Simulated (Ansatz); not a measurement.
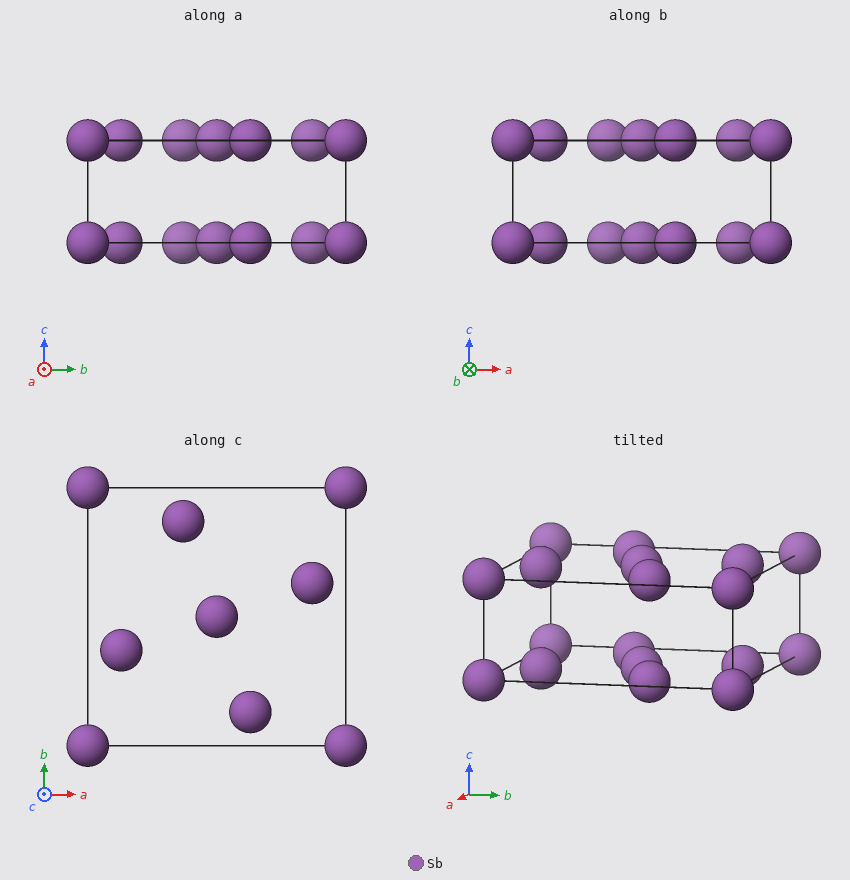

An orthographic spheres-only view of the structure, along the a axis, along the b axis, along the c axis and slightly off an axis. The frame is the conventional unit cell; atoms at its boundary are shown with their periodic copies.

Lattice parameters: a = 7.9162 Å, b = 7.9162 Å, c = 3.1393 Å, α = 90.000°, β = 90.000°, γ = 90.000°.

Q: Give the structure in the form of a CIF in P1 with every atom of the cell, with free fractional coordinates to two decimals.

A:
```cif
data_structure
_symmetry_space_group_name_H-M 'P 1'
_symmetry_Int_Tables_number 1
_cell_length_a 7.9162
_cell_length_b 7.9162
_cell_length_c 3.1393
_cell_angle_alpha 90.000
_cell_angle_beta 90.000
_cell_angle_gamma 90.000
_cell_volume 196.73
loop_
_atom_site_label
_atom_site_type_symbol
_atom_site_fract_x
_atom_site_fract_y
_atom_site_fract_z
_atom_site_occupancy
Sb1 Sb 0.50 0.50 0.00 1
Sb2 Sb 0.00 0.00 0.00 1
Sb3 Sb 0.87 0.63 0.00 1
Sb4 Sb 0.13 0.37 0.00 1
Sb5 Sb 0.63 0.13 0.00 1
Sb6 Sb 0.37 0.87 0.00 1
```

The initial geometry was a structure type filled with this element by a generator (whether the element takes this form wasn't checked). Atoms and cell were optimised with DFT PBE, scalar-relativistic, plane waves, PAW in Ansatz.
